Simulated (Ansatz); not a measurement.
## Mo₇S₁₀: density-of-states calculation

System: Mo₇S₁₀ (17 atoms in the cell).
Method: DFT PBE+D3(BJ), scalar-relativistic, plane waves, PAW, no spin polarisation (Ansatz 0.2.0).

The structure was built on a prototype by a generator; it need not be a known phase. It belongs to a series of runs on one base structure; here: 4 of 14 S atoms taken out at random, relaxed. Figures and captions count atoms from 1; the log counts them from 0 in places.

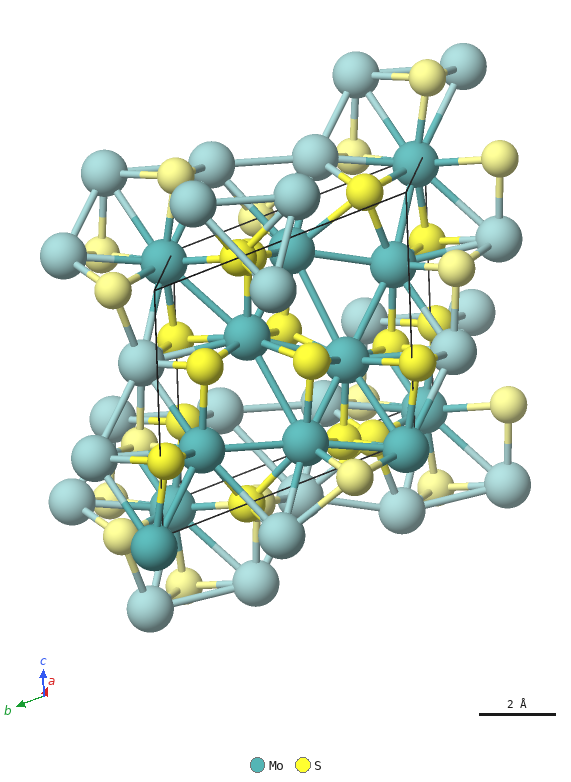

The input geometry (ball-and-stick view of the cell of the calculation, set on other vectors, seen at an oblique angle; neighbours outside the cell are drawn fainter). An atom can appear more than once, as a periodic image.

**Key numbers**

```csv
quantity,value
outcome,converged
space group (tolerance 0.01 Å),P1 (1)
electrons treated,158
free energy,−43728.5448 eV
Fermi energy,10.355 eV
gap on the k-point mesh,none (metallic)
pressure,0.01 GPa
largest force (length of the vector),0.139 eV/Å
hardware,"4 threads of Intel Xeon (Granite Rapids), 32 GiB of memory available, shared host"
wall time,38 s (CPU time 2.5 min)
peak memory,1.7 GiB
```

**Input**
```yaml
crystal:
  lattice:
    - [1.261775, 4.570903, -6.220878]
    - [2.455947, -3.374635, -6.02455]
    - [-4.617929, -0.938397, -6.458169]
  atoms:
    - { symbol: Mo, position: [0.3700737249, 0.8915913851, 0.7116015867] }
    - { symbol: Mo, position: [0.6444133794, 0.4447036193, 0.8878679355] }
    - { symbol: Mo, position: [0.1371115476, 0.31005659, 0.5605990834] }
    - { symbol: Mo, position: [0.8398596532, 0.6933258683, 0.4786492482] }
    - { symbol: Mo, position: [0.2539606525, 0.5984438599, 0.1433554722] }
    - { symbol: Mo, position: [0.5951334662, 0.1175265132, 0.3127828499] }
    - { symbol: Mo, position: [0.9754064402, 0.0780332534, 0.9671297355] }
    - { symbol: S, position: [0.6512252755, 0.0788202395, 0.005312531] }
    - { symbol: S, position: [0.3242370123, 0.513409881, 0.8726696565] }
    - { symbol: S, position: [0.0570810691, 0.9736688933, 0.6928437745] }
    - { symbol: S, position: [0.536099185, 0.7664032804, 0.4379377938] }
    - { symbol: S, position: [0.970610191, 0.4519109062, 0.3149368264] }
    - { symbol: S, position: [0.4488200131, 0.2326408622, 0.5921981591] }
    - { symbol: S, position: [0.906656608, 0.0458916381, 0.3232552545] }
    - { symbol: S, position: [0.5750603514, 0.5170463351, 0.1624444862] }
    - { symbol: S, position: [0.2932436888, 0.947427277, 0.0188309305] }
    - { symbol: S, position: [0.9729705158, 0.4983564309, 0.7817589578] }
basis:
  ecutwfc: 420
kpoints:
  mp_grid: { grid: [5, 5, 5] }
hamiltonian:
  xc: pbe
  dispersion: d3bj
scf:
  occupations: { method: gaussian, width: 0.1 }
  n_extra_bands: 8
output:
  forces: true
  stress: true
  eigenvalues: true
  populations: true
  dos:
    method: { smearing: { sigma: 0.1, scheme: gaussian } }
    projected: true
    de: 0.02
```

Launched with:
```bash
ansatz run input.yaml --threads 4 --pin off --max-ram 9216MiB --backend cpu --events-out ev --progress --plain --runs-dir out
```

**The program's output**
```
scf.n_extra_bands = 8 over 79 filled bands (N_el = 158.0): the run solves 87 bands
Engine: ansatz 0.2.0, x86_64-unknown-linux-gnu
Pseudopotentials: kind: paw
Pseudopotential: Mo, paw, valence charge 14, recommended cutoff 420 eV (normal), Mo.paw.azcp
Pseudopotential: S, paw, valence charge 6, recommended cutoff 420 eV (normal), S.paw.azcp
Functional definition: PBE
  parameter kappa = 0.804
  parameter beta = 0.06672455060314922
  exchange = pbe_x(kappa = kappa, mu = beta*pi^2/3)
  correlation = pbe_c(beta = beta)
Crystal: 17 atoms, lattice volume = 331.313 Å³
Basis set: ecut = 420 eV, 6493 PW (Γ), exchange–correlation on 108×100×108 points (8 copies of the dense FFT grid, shifted against one another)
Bands: 87, of which v1, the nominal top of the filled ones, is band 79 counted from 1 (78 counted from 0)
Symmetry: 1 space group operations
Space group: P1 (ITA 1), of the structure as read, at distance tolerance 6.9e-5 Å
k-points: 63 of 125 (time reversal used)
Non-local potential: Mo, projectors of the file, l = 0: 3, l = 1: 2, l = 2: 2, l = 3: 1
Non-local potential: S, projectors of the file, l = 0: 2, l = 1: 2, l = 2: 2
PAW form: soft (Blöchl's): semilocal exchange-correlation on the pseudo side does not see the compensation charge
PAW one-centre angular grid: Mo, 590 points (default); XC on 64 Gauss nodes
PAW one-centre angular grid: S, 110 points (default); XC on 64 Gauss nodes
Initial density: superposition of atomic densities (neutral atoms: chi_scale 0, normalization atom), corrected by the library's trained network
Initial wavefunctions: pseudopotential atomic-orbital guess
Functional: x = pbe(κ = 0.804, μ = 0.2195149727645171), c = pbe(β = 0.06672455060314922)
SCF iter   1: F=—  HF=-43728.630502 eV  |F-HF|=—  |Δ(HF+E_count)|=         —  Δρ=1.18e-2  dr2=6.17e-1  ethr=1.77e-3  ⟨swp⟩=7.9  Hψ=23174  notcnv=0
preconditioner: auto → LDOS  [metal: Δε(μ)=0.062 eV  Ē_g=6.415 eV  σ=0.100 eV  W_gap=0.32  n_scr=66 (ndim 8)  ℏωp=20.6 eV  f_vac=0.063  D(μ)=1.66/eV (n_scr^D=2)  β→1.0]
SCF iter   2: F=—  HF=-43729.133427 eV  |F-HF|=—  |Δ(HF+E_count)|=   5.03e-1  Δρ=2.19e-2  dr2=5.97e0  ethr=3.91e-4  ⟨swp⟩=3.3  Hψ=12534  notcnv=0  defer=118  recentre
SCF iter   3: F=—  HF=-43728.568592 eV  |F-HF|=—  |Δ(HF+E_count)|=   5.65e-1  Δρ=6.81e-3  dr2=2.70e-1  ethr=3.91e-4  ⟨swp⟩=3.9  Hψ=14276  notcnv=0  defer=89
SCF iter   4: F=—  HF=-43728.546566 eV  |F-HF|=—  |Δ(HF+E_count)|=   2.20e-2  Δρ=1.60e-3  dr2=1.95e-2  ethr=1.71e-4  ⟨swp⟩=1.4  Hψ=6640  notcnv=0  defer=45
SCF iter   5: F=—  HF=-43728.545180 eV  |F-HF|=—  |Δ(HF+E_count)|=   1.39e-3  Δρ=6.74e-4  dr2=3.44e-3  ethr=1.23e-5  ⟨swp⟩=2.0  Hψ=7798  notcnv=0  defer=45
SCF iter   6: F=—  HF=-43728.544998 eV  |F-HF|=—  |Δ(HF+E_count)|=   1.82e-4  Δρ=2.31e-4  dr2=1.94e-4  ethr=2.18e-6  ⟨swp⟩=2.0  Hψ=7092  notcnv=0  defer=45
SCF iter   7: F=—  HF=-43728.545008 eV  |F-HF|=—  |Δ(HF+E_count)|=   1.02e-5  Δρ=9.57e-5  dr2=3.98e-5  ethr=1.23e-7  ⟨swp⟩=2.0  Hψ=8032  notcnv=0  defer=45
SCF iter   8: F=—  HF=-43728.544756 eV  |F-HF|=—  |Δ(HF+E_count)|=   2.52e-4  Δρ=4.38e-5  dr2=9.08e-6  ethr=2.52e-8  ⟨swp⟩=2.0  Hψ=7891  notcnv=0  defer=72
SCF iter   9: F=—  HF=-43728.544757 eV  |F-HF|=—  |Δ(HF+E_count)|=   1.11e-6  Δρ=2.06e-5  dr2=9.90e-7  ethr=5.74e-9  ⟨swp⟩=2.0  Hψ=7280  notcnv=0  defer=73
SCF iter  10: F=—  HF=-43728.544758 eV  |F-HF|=—  |Δ(HF+E_count)|=   5.65e-7  Δρ=1.05e-5  dr2=2.95e-7  ethr=6.27e-10  ⟨swp⟩=2.0  Hψ=8082  notcnv=0  defer=73
SCF iter  11: F=-43728.544758 eV  HF=-43728.544758 eV  |F-HF|=2.03e-8  |Δ(HF+E_count)|=   1.65e-7  Δρ=4.02e-6  dr2=6.46e-8  ethr=6.33e-11  ⟨swp⟩=10.8  Hψ=20980  notcnv=0
SCF 1 converged in 11 iterations: F = -43728.544758 eV  dr2 = 6.46e-8
  greatest PAW one-centre occupation: 0.998 electrons in one spin orbital (limit 2), on the Mo atom at site 2 (counted from 0), in its partial waves of l = 0
```

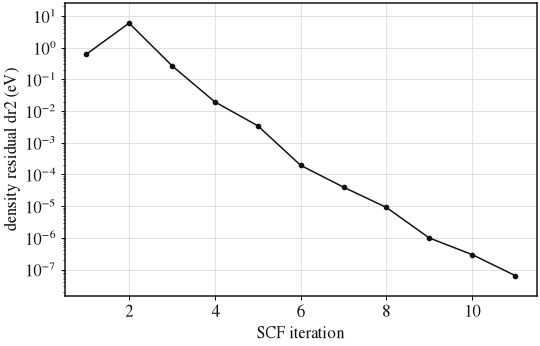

Convergence of the self-consistent field: density residual dr2 against the SCF iteration. The residual comes down, with one marked jump up, by a factor of about 10, at step 2.

```
SCF converged after 11 iterations
Free energy (F): -43728.544758 eV
Harris-Foulkes:  -43728.544758 eV  (|F-HF|=2.03e-8)
Internal energy: -43728.533482 eV  (E = F + TS)
E sigma→0 (E₀):  -43728.539120 eV
Entropy (-TS):   -0.011275 eV (-0.663 meV/atom)
Fermi energy:    10.355008 eV
--- Per-component energies (eV) ---
  E_band       = -1244.013271
  E_kinetic    = 4171.012101
  E_local      = -14270.624906  (includes V_loc(G=0)·N_el)
  E_nonlocal   = 1288.007149
  E_hartree    = 5553.787732
  E_xc         = -2258.369565
  E_vxc        = -2481.422882  (∫ρ·V_xc dr)
  E_paw        = -28413.136708  (= ΣΔE_a)
  E_vpaw       = -1058.565905  (= ΣTr[D̂ρ^β])
  E_aug_tail   = 0.000298  (compensation charges beyond the density's cutoff)
  E_ewald      = -9792.351734
  E_disp       = -6.857850  (pairwise vdW)
  E_smearing   = -0.011275  (= −TS)
  E_closure    = -0.000000  (closes the sum)
  Σ components = -43728.544758   (vs F -43728.544758, Δ=0.00e0)
--- Forces (eV/Å), atoms counted from 1 ---
  atom   1  Mo    -0.08730238    -0.09190084     0.03486451
  atom   2  Mo    -0.04163048    -0.08308829     0.01011826
  atom   3  Mo    -0.08999494     0.04536452     0.03285359
  atom   4  Mo     0.02763365     0.01998917    -0.01285380
  atom   5  Mo     0.05800405     0.07216509     0.01112927
  atom   6  Mo     0.13128971    -0.04225166    -0.01413635
  atom   7  Mo    -0.07128728    -0.06764048     0.02991618
  atom   8  S     -0.02911177     0.00127695     0.02316931
  atom   9  S     -0.00366169     0.03261259    -0.05361183
  atom  10  S      0.02587321     0.01236377    -0.01252325
  atom  11  S     -0.02448011     0.01268803     0.01411531
  atom  12  S      0.01358944    -0.00026104     0.01163056
  atom  13  S      0.04657231     0.02721352     0.03628557
  atom  14  S     -0.01593484    -0.00854363    -0.01923840
  atom  15  S      0.03743671    -0.00010733    -0.05733018
  atom  16  S      0.00361636     0.02893091    -0.05535417
  atom  17  S      0.01943974     0.04120706     0.02102592
  max |Σ_I F_I| component: 6.05e-5 eV/Å
--- Stress (GPa, compression-positive) ---
       -0.002107       0.190170      -0.050563
        0.190170       0.014129      -0.016266
       -0.050563      -0.016266       0.004389
  P = ⅓ Tr σ = 0.0055 GPa (0.055 kbar)
--- Band table (eV; the first three rows and the last of 63) ---
  k-point 0: bands = ["-50.9312", "-50.8625", "-50.7984", "-50.7072", "-50.6737", "-50.6435", "-50.5931", "-25.4109", "-25.3416", "-25.2493", "-25.2229", "-25.1721", "-25.0867", "-25.0229", "-24.9719", "-24.9443", "-24.9179", "-24.9063", "-24.8375", "-24.8162", "-24.7937", "-24.7684", "-24.7091", "-24.6933", "-24.6130", "-24.5512", "-24.5162", "-24.4341", "-4.2450", "-3.1595", "-3.0298", "-2.9959", "-2.8230", "-2.7306", "-2.6555", "-2.5405", "-2.4890", "-2.3222", "3.8647", "4.1473", "4.3592", "4.5432", "4.7609", "4.8687", "4.9374", "5.1532", "5.3116", "5.3937", "5.4961", "5.7344", "5.8760", "6.0008", "6.1974", "6.2921", "6.4966", "6.6089", "6.6772", "6.7309", "6.9139", "7.0097", "7.1085", "7.2407", "7.3171", "7.3987", "7.7509", "7.7958", "8.0448", "8.1235", "8.2629", "8.5673", "8.6309", "8.7400", "8.9048", "9.0824", "9.2754", "9.6015", "9.6275", "9.9416", "10.5245", "10.6488", "10.8446", "11.0312", "11.2967", "11.5461", "11.8960", "12.0546", "12.2349"]
  k-point 1: bands = ["-50.9297", "-50.8646", "-50.7973", "-50.7072", "-50.6782", "-50.6395", "-50.5930", "-25.4473", "-25.3355", "-25.2283", "-25.2124", "-25.1579", "-25.0892", "-25.0289", "-24.9845", "-24.9498", "-24.9177", "-24.8842", "-24.8460", "-24.8214", "-24.7874", "-24.7679", "-24.6997", "-24.6860", "-24.6093", "-24.5499", "-24.5271", "-24.4492", "-4.1570", "-3.1944", "-3.1183", "-3.0442", "-2.9257", "-2.7149", "-2.6715", "-2.5833", "-2.4051", "-2.1770", "3.9777", "4.0586", "4.4030", "4.6730", "4.7514", "4.8725", "4.9920", "5.1193", "5.2040", "5.4041", "5.5743", "5.7071", "5.8355", "5.9802", "6.1131", "6.2853", "6.3654", "6.5530", "6.6869", "6.7704", "6.8835", "7.0051", "7.0691", "7.2250", "7.4113", "7.5018", "7.5909", "7.7404", "8.1196", "8.2338", "8.3090", "8.6217", "8.6729", "8.7503", "8.8847", "9.1127", "9.2238", "9.5054", "9.7286", "9.9392", "10.2639", "10.4371", "10.8316", "11.2127", "11.3737", "11.5498", "11.9580", "12.0980", "12.2094"]
  k-point 2: bands = ["-50.9271", "-50.8679", "-50.7957", "-50.7072", "-50.6840", "-50.6345", "-50.5930", "-25.4624", "-25.3664", "-25.2501", "-25.1932", "-25.1341", "-25.0479", "-25.0233", "-24.9750", "-24.9512", "-24.9213", "-24.8633", "-24.8612", "-24.8258", "-24.7830", "-24.7683", "-24.7085", "-24.6864", "-24.6028", "-24.5597", "-24.5305", "-24.4657", "-3.9106", "-3.5383", "-3.1791", "-3.0745", "-2.9007", "-2.7594", "-2.6876", "-2.5792", "-2.3474", "-2.0143", "3.8657", "4.3435", "4.4693", "4.6822", "4.7758", "4.9142", "5.0443", "5.1611", "5.2192", "5.3483", "5.4736", "5.7225", "5.8064", "5.9393", "6.0515", "6.2610", "6.3373", "6.3739", "6.5375", "6.6275", "6.8846", "6.9510", "7.0736", "7.2096", "7.4330", "7.6081", "7.6997", "7.8838", "8.1128", "8.2552", "8.3855", "8.5612", "8.7581", "8.8338", "8.8730", "9.0780", "9.2383", "9.4354", "9.6307", "9.7933", "10.1154", "10.5187", "11.0154", "11.2074", "11.3695", "11.4133", "11.7500", "11.9314", "12.2073"]
  k-point 62: bands = ["-50.9282", "-50.8670", "-50.7968", "-50.7060", "-50.6798", "-50.6380", "-50.5937", "-25.4654", "-25.3432", "-25.2554", "-25.2132", "-25.1434", "-25.0627", "-25.0167", "-24.9642", "-24.9442", "-24.9277", "-24.8765", "-24.8489", "-24.8230", "-24.7812", "-24.7235", "-24.7054", "-24.6756", "-24.6530", "-24.5692", "-24.5363", "-24.4511", "-3.8554", "-3.5571", "-3.2117", "-3.0248", "-2.9419", "-2.7906", "-2.5546", "-2.5036", "-2.3498", "-2.2709", "3.9136", "4.4171", "4.4656", "4.5615", "4.7758", "4.9326", "5.0251", "5.1997", "5.3851", "5.4821", "5.5286", "5.7024", "5.8198", "5.9766", "6.1388", "6.2473", "6.3939", "6.4408", "6.5936", "6.6235", "6.8088", "6.9555", "7.0741", "7.1345", "7.2860", "7.5403", "7.5702", "7.6697", "7.9486", "8.2125", "8.3328", "8.4181", "8.7548", "8.8716", "9.0518", "9.1680", "9.3498", "9.5196", "9.7888", "10.0109", "10.1626", "10.6142", "10.6834", "11.1288", "11.5006", "11.5539", "11.8625", "12.0031", "12.1263"]
--- Löwdin populations: 17 sites ---
  site symbol       q [e]
     0     Mo     13.7765
     1     Mo     13.7542
     2     Mo     13.7827
     3     Mo     13.7874
     4     Mo     13.7945
     5     Mo     13.7573
     6     Mo     13.7450
     7      S      6.0364
     8      S      6.0610
     9      S      5.9964
    10      S      5.9993
    11      S      6.0432
    12      S      6.0319
    13      S      6.0477
    14      S      6.0096
    15      S      6.0189
    16      S      6.0868
  spilling = 0.008046 (of n_electrons = 158.000000)
```

**File populations.tsv**
```
# site	symbol	l	j	q
# orbitals = lowdin
# n_electrons = 158.000000
# spilling = 0.008046
0	Mo	0_4S	-	1.959963
0	Mo	0_5S	-	0.544562
0	Mo	1_4P	-	5.991429
0	Mo	2_4D	-	5.280557
1	Mo	0_4S	-	1.961406
1	Mo	0_5S	-	0.545505
1	Mo	1_4P	-	5.988100
1	Mo	2_4D	-	5.259176
2	Mo	0_4S	-	1.957762
2	Mo	0_5S	-	0.544008
2	Mo	1_4P	-	5.987846
2	Mo	2_4D	-	5.293096
3	Mo	0_4S	-	1.963601
3	Mo	0_5S	-	0.534821
3	Mo	1_4P	-	5.988944
3	Mo	2_4D	-	5.300001
4	Mo	0_4S	-	1.963505
4	Mo	0_5S	-	0.571904
4	Mo	1_4P	-	5.988640
4	Mo	2_4D	-	5.270480
5	Mo	0_4S	-	1.962020
5	Mo	0_5S	-	0.527327
5	Mo	1_4P	-	5.991194
5	Mo	2_4D	-	5.276718
6	Mo	0_4S	-	1.963810
6	Mo	0_5S	-	0.507637
6	Mo	1_4P	-	5.992159
6	Mo	2_4D	-	5.281399
7	S	0_3S	-	1.777080
7	S	1_3P	-	4.259310
8	S	0_3S	-	1.776740
8	S	1_3P	-	4.284247
9	S	0_3S	-	1.775118
9	S	1_3P	-	4.221282
10	S	0_3S	-	1.765306
10	S	1_3P	-	4.234026
11	S	0_3S	-	1.762275
11	S	1_3P	-	4.280893
12	S	0_3S	-	1.772651
12	S	1_3P	-	4.259229
13	S	0_3S	-	1.776206
13	S	1_3P	-	4.271519
14	S	0_3S	-	1.771035
14	S	1_3P	-	4.238549
15	S	0_3S	-	1.770895
15	S	1_3P	-	4.247978
16	S	0_3S	-	1.767523
16	S	1_3P	-	4.319324
```

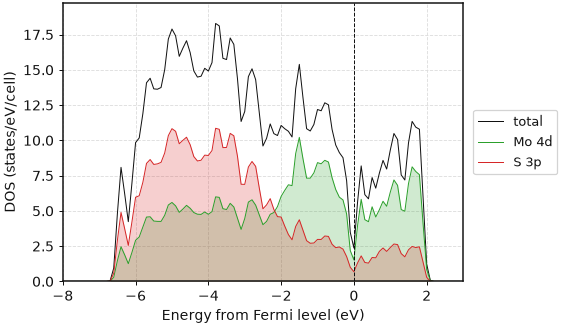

Density of states (projected on Löwdin-orthogonalised atomic shells), with energies from the Fermi level. There are states at the Fermi level: a metal at this level of theory.

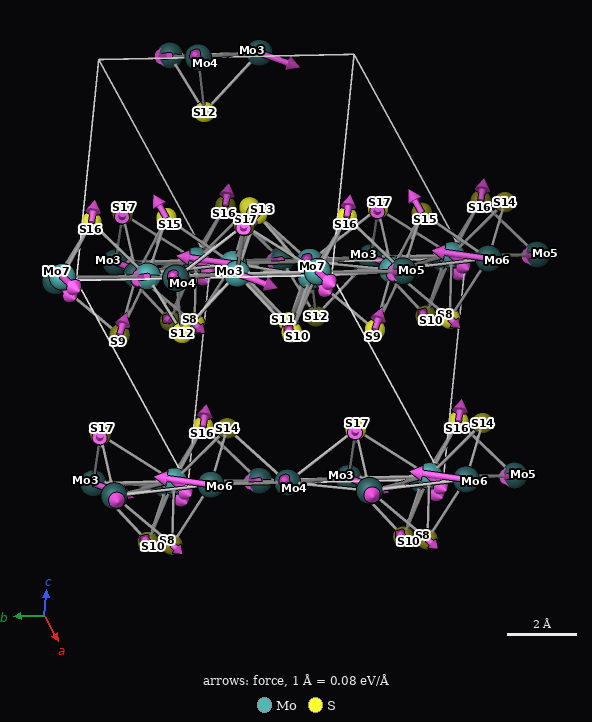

Forces on the atoms as pink arrows (ball-and-stick view of the cell of the calculation, set on other vectors, seen at an oblique angle; neighbours outside the cell are drawn fainter; atoms are numbered from 1 in the order of the input). The largest act on Mo6 (0.14 eV/Å); Mo1 (0.13 eV/Å); Mo3 (0.11 eV/Å); Mo7 (0.10 eV/Å), among others. The geometry is not a stationary point of this energy.
